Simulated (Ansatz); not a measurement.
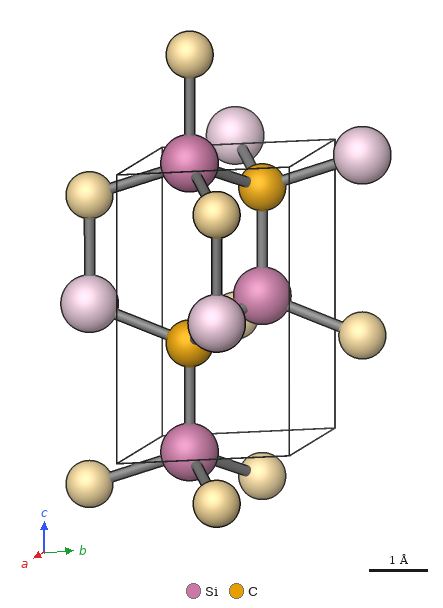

Ball-and-stick drawing of the structure, looking slightly off an axis. The parallelepiped is the unit cell. Neighbours across the faces are drawn wherever a bond reaches them, in fainter colours.

SiC, a = 3.075 Å, b = 3.098 Å, c = 5.048 Å, α = 90.00°, β = 90.00°, γ = 120.73°. Strictly the space group is P2_1 (No. 4, within 0.01 Å). It is a distorted form of a primitive hexagonal structure, space group P6_3mc (No. 186) within 0.25 Å: wurtzite. The cell started as a structure listed in the Materials Project. The cell was then strained or its atoms displaced on purpose. A calculation with Ansatz used it as input.

This one geometry was computed with Ansatz (DFT, plane waves, PAW) at three levels of theory: PBE, HSE06 and r2SCAN. It was relaxed with r2SCAN and then strained.

Question: Which level gives the highest pressure at this volume, and what does that say about its equilibrium volume?

Answer: Highest: PBE (3.5 GPa), which points to the largest equilibrium volume. Lowest, with the smallest volume: HSE06 (-1.2 GPa). Levels within 0.5 GPa of each other can't be told apart.

Question: How does the band gap change with the level of theory?

Answer: PBE: a gap of 2.20 eV, indirect; r2SCAN: a gap of 2.58 eV, indirect; HSE06: a gap of 3.09 eV, indirect.

Question: Collect the results in a table.

Answer:
| level | cutoff (eV) | k-mesh of the run's cell | gap (eV) | pressure (GPa) |
| --- | --- | --- | --- | --- |
| PBE | 420 | 12×12×6 | 2.20 | 3.5 |
| HSE06 | 420 | 6×6×4 | 3.09 | -1.2 |
| r2SCAN | 500 | 12×12×6 | 2.58 | 0.0 |

Gaps are taken on the k-mesh or band path of each run.
